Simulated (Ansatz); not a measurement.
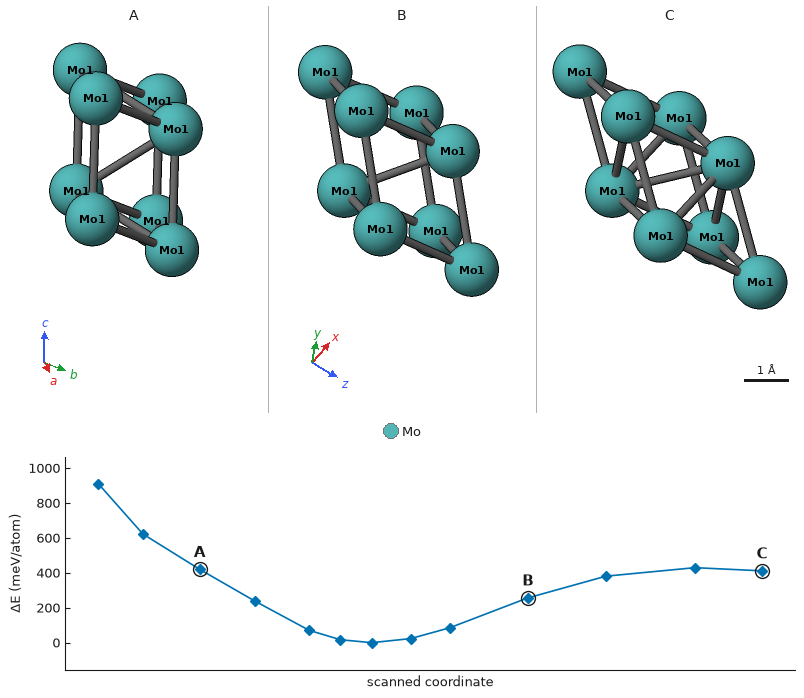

Frames of a one-coordinate scan of a crystal of Mo (Im-3m). x, y and z are the Cartesian axes of the input. Style: ball-and-stick. Shown: the cell of the calculation, slightly off an axis.

The calculation used Ansatz, DFT PBE, scalar-relativistic, plane waves, PAW. Settings: plane-wave cutoff 420 eV; k-point mesh 24 × 24 × 24; occupations gaussian; smearing width 0.15 eV; no spin polarisation. Energies (free energies at the smearing named) are counted from the cell as listed in its source, which wasn't relaxed.

**Which coordinate changes from frame to frame?**

The ratio of the cell's length along z to its lengths across, counted as 1 for the reference, is changed at fixed volume (a tetragonal or Bain path), with the atoms kept at their fractional coordinates. In the frames the relative ratio is 0.78 (A), 1.20 (B), 1.50 (C). The lowest computed point lies at the relative ratio 1.00 (0 meV/atom). A local maximum lies at 1.414 (430 meV/atom). The unrelaxed reference is under a pressure of 4.8 GPa. The distortion takes the space group from Im-3m to I4/mmm, except for Fm-3m at 1.414. At the relative ratio 1.50 the cell of the drawing goes a 2.721 → 2.829 Å, b 2.721 → 2.829 Å, c 2.721 → 2.829 Å, α 109.5° → 122.0°, β 109.5° → 122.0°, γ 109.5° → 86.6°.
